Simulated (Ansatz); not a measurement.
**A series of single points on Mg**

System: Mg (Fmmm, 1 atom in the cell).
Method: DFT LDA, scalar-relativistic, plane waves, PAW, no spin polarisation (Ansatz 0.2.0).

The 5 runs differ only in the geometry, by a strain of the cell at fixed fractional positions. Against run 3, the strain is εyy = −0.02 η, εyz = η and εzz = −0.02 η. The structure derives from a Materials Project entry.

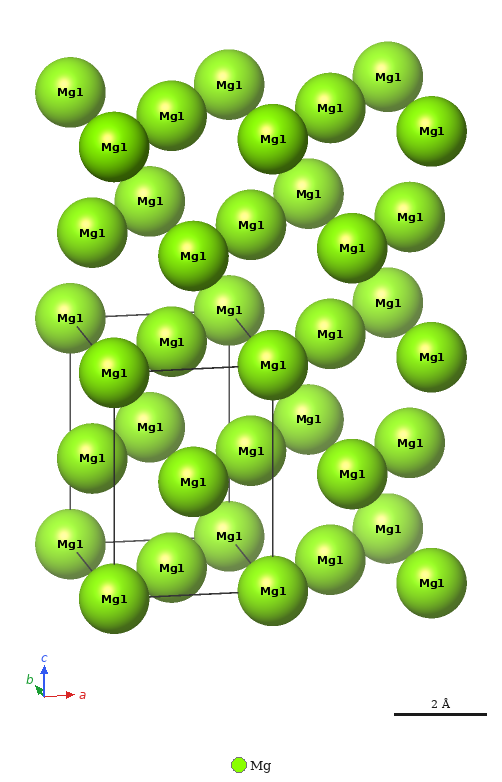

Figure 1. The structure of run 3 (spheres-only view of the cell 4 times as large as that of the calculation, set on its symmetry axes, repeated 2 × 1 × 2, seen slightly off an axis; atoms are numbered from 1 in the order of the input).

### Input of run 3
```yaml
crystal:
  lattice:
    - [-1.7727644967, 1.806003831, 1.806003831]
    - [1.7727644967, -1.7395251624, 1.7395251624]
    - [1.7727644967, 1.7395251624, -1.7395251624]
  atoms:
    - { symbol: Mg, position: [0.0, 0.0, 0.0] }
basis:
  ecutwfc: 420
kpoints:
  mp_grid: { grid: [18, 18, 18] }
hamiltonian:
  xc: lda
scf:
  occupations: { method: gaussian, width: 0.15 }
output:
  forces: true
  stress: true
  eigenvalues: true
```

Run 4 differs from it as follows:
```diff
-    - [-1.7727644967, 1.806003831, 1.806003831]
-    - [1.7727644967, -1.7395251624, 1.7395251624]
-    - [1.7727644967, 1.7395251624, -1.7395251624]
+    - [-1.7727644967, 1.8724824996, 1.8724824996]
+    - [1.7727644967, -1.6730464938, 1.6730464938]
+    - [1.7727644967, 1.6730464938, -1.6730464938]
```

### Results, with one run withheld

```csv
run,strain parameter η (%),"free energy per atom, from the lowest run given (meV)",pressure (GPa)
1,−9.3783,43.56,−0.15
2,−5.6270,8.29,−0.89
3,0.0000,0.00,−1.09
4,3.7513,?,?
5,4.6866,32.00,−0.38
```

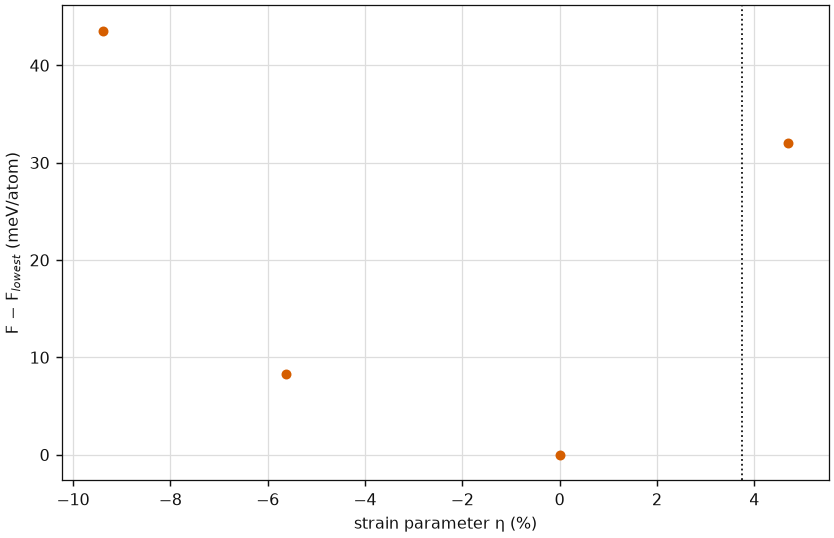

Figure 2. Free energy per atom of the runs given; the dotted line marks run 4.

Fit the runs given and predict run 4.

A quadratic polynomial in the coordinate, fitted to the 4 runs given, misses them by at most 0.30 meV per atom. With x = η + 2.5797, it reads F = −2.6687 − 1.1901 x + 0.82223 x² (meV per atom). At run 4 it gives 22.75 meV per atom, and the run itself gives 22.36. The fit has its minimum at η = −1.8560 %.

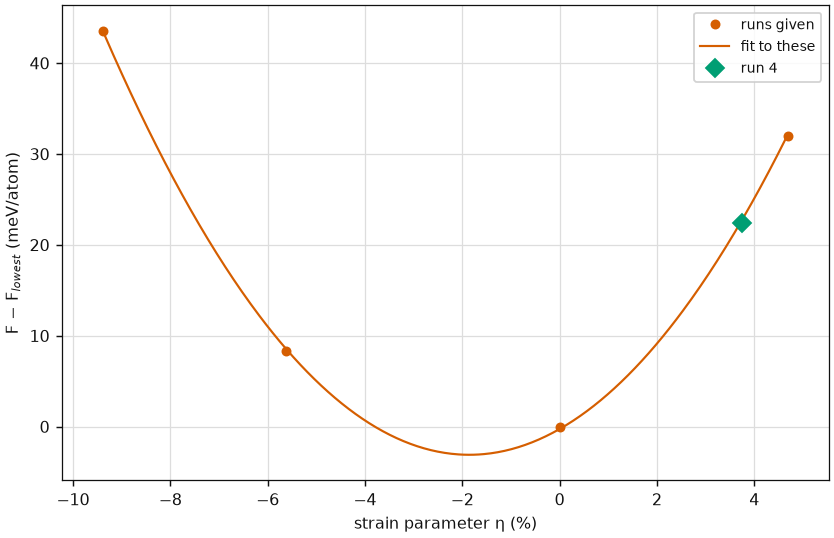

Figure 3. The fit and the withheld run.

### Output, shortened to warnings, some set-up lines, iterations and results (run 4)
```
Basis set: ecut = 420 eV, 431 PW (Γ)
Symmetry: 8 space group operations
k-points: 865 of 5832
Initial density: superposition of atomic densities (neutral atoms: chi_scale 0, normalization atom), corrected by the library's trained network
[...]
SCF iter   1: F=—  HF=-1901.551751 eV  |F-HF|=—  |Δ(HF+E_count)|=         —  Δρ=6.34e-3  dr2=3.02e-3  ethr=1.77e-3  ⟨swp⟩=5.3  Hψ=53906  notcnv=0
SCF iter   2: F=—  HF=-1901.548214 eV  |F-HF|=—  |Δ(HF+E_count)|=   3.54e-3  Δρ=2.48e-3  dr2=6.24e-4  ethr=3.02e-5  ⟨swp⟩=2.0  Hψ=18473  notcnv=0
SCF iter   3: F=—  HF=-1901.547983 eV  |F-HF|=—  |Δ(HF+E_count)|=   2.31e-4  Δρ=4.36e-4  dr2=3.60e-5  ethr=6.24e-6  ⟨swp⟩=2.0  Hψ=11212  notcnv=0
SCF iter   4: F=—  HF=-1901.547992 eV  |F-HF|=—  |Δ(HF+E_count)|=   8.38e-6  Δρ=3.21e-5  dr2=1.33e-7  ethr=3.60e-7  ⟨swp⟩=1.0  Hψ=7761  notcnv=0
SCF iter   5: F=-1901.547992 eV  HF=-1901.547992 eV  |F-HF|=1.40e-10  |Δ(HF+E_count)|=   1.26e-7  Δρ=3.08e-6  dr2=1.93e-9  ethr=1.33e-9  ⟨swp⟩=2.0  Hψ=12110  notcnv=0
SCF iter   6: F=-1901.547992 eV  HF=-1901.547992 eV  |F-HF|=2.91e-11  |Δ(HF+E_count)|=  3.75e-10  Δρ=3.68e-7  dr2=2.33e-11  ethr=1.93e-11  ⟨swp⟩=1.3  Hψ=23964  notcnv=0
SCF 1 converged in 6 iterations: F = -1901.547992 eV  dr2 = 2.33e-11
SCF converged after 6 iterations
Free energy (F): -1901.547992 eV
Harris-Foulkes:  -1901.547992 eV  (|F-HF|=2.91e-11)
Internal energy: -1901.543298 eV  (E = F + TS)
E sigma→0 (E₀):  -1901.545645 eV
Entropy (-TS):   -0.004694 eV (-4.694 meV/atom)
Fermi energy:    5.773748 eV
--- Per-component energies (eV) ---
  E_band       = -355.390034
  E_kinetic    = 75.398482
  E_local      = -1608.769362  (includes V_loc(G=0)·N_el)
  E_nonlocal   = 96.690139
  E_hartree    = 573.488650
  E_xc         = -28.298817
  E_vxc        = -36.788808  (∫ρ·V_xc dr)
  E_paw        = -271.369817  (= ΣΔE_a)
  E_vpaw       = -28.897976  (= ΣTr[D̂ρ^β])
  E_aug_tail   = -0.000000  (compensation charges beyond the density's cutoff)
  E_ewald      = -738.833053
  E_core_change = 0.150479  (= ΣΔE_core)
  E_smearing   = -0.004694  (= −TS)
  E_closure    = -0.000000  (closes the sum)
  Σ components = -1901.547992   (vs F -1901.547992, Δ=0.00e0)
--- Forces (eV/Å), atoms counted from 1 ---
  atom   1  Mg     0.00000000     0.00000000     0.00000000
  max |Σ_I F_I| component: 1.54e-32 eV/Å
--- Stress (GPa, compression-positive) ---
       -0.602953      -0.000000       0.000000
       -0.000000      -0.557772      -3.394524
        0.000000      -3.394524      -0.557772
  P = ⅓ Tr σ = -0.5728 GPa (-5.728 kbar)
```
